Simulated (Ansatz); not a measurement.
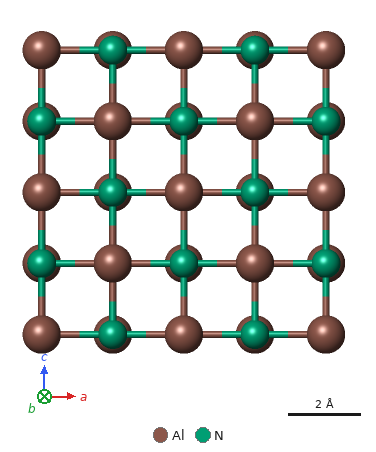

This is the input geometry for a relaxation of crystalline AlN (set up in Fm-3m) (coarse preliminary run). A ball-and-stick model of the conventional cell (4 times the calculation's cell), repeated 2 × 1 × 2 with one cell outlined, seen along the b axis. Lengths and directions refer to the drawn axes.

Theory: DFT PBE, scalar-relativistic, plane waves, PAW in Ansatz 0.2.0.

The input:
```yaml
crystal:
  lattice:
    - [0.0, 1.97800004, 1.97800004]
    - [1.97800004, 0.0, 1.97800004]
    - [1.97800004, 1.97800004, 0.0]
  atoms:
    - { symbol: Al, position: [0.0, 0.0, 0.0] }
    - { symbol: "N", position: [0.5, 0.5, 0.5] }
basis:
  ecutwfc: 420
kpoints:
  mp_grid: { grid: [8, 8, 8] }
hamiltonian:
  xc: pbe
scf:
  occupations: { method: gaussian, width: 0.1 }
  lower_state_search: "off"
output:
  forces: true
  stress: true
  eigenvalues: true
relax:
  adjacent_minimum: "off"
  f_tol: 0.04
  max_steps: 70
  cell: { stress_tol: 0.4 }
```

Run as
```bash
ansatz run input.yaml --threads 1 --pin off --max-ram 2560MiB --backend cpu --events-out ev --progress --plain --runs-dir out
```

Q: What does the optimiser find from here?

A: The atoms keep their places relative to the cell (all moves are under 0.005 Å). The drawn cell changes as follows: a = b = c 3.956 → 4.070 Å (+2.9 %); the volume changes by +8.9 %. Some distances before and after: Al1–N2 1.978 → 2.035 Å. The space group stays Fm-3m (No. 225). Over 4 accepted moves (6 points after the start) the energy falls by 51.4 meV per atom. All forces vanish by symmetry, so only the cell relaxes. Pressure: 25.57 GPa at the start and 0.04 GPa at the end. At 2 points the geometry stayed and the basis and grid were re-selected for the new cell (energy shift of 3.7 meV per atom at most each time).

After the run, drawn alike:

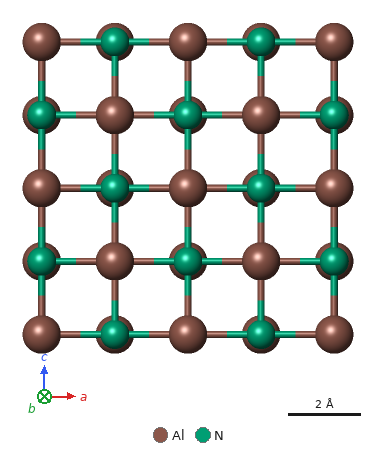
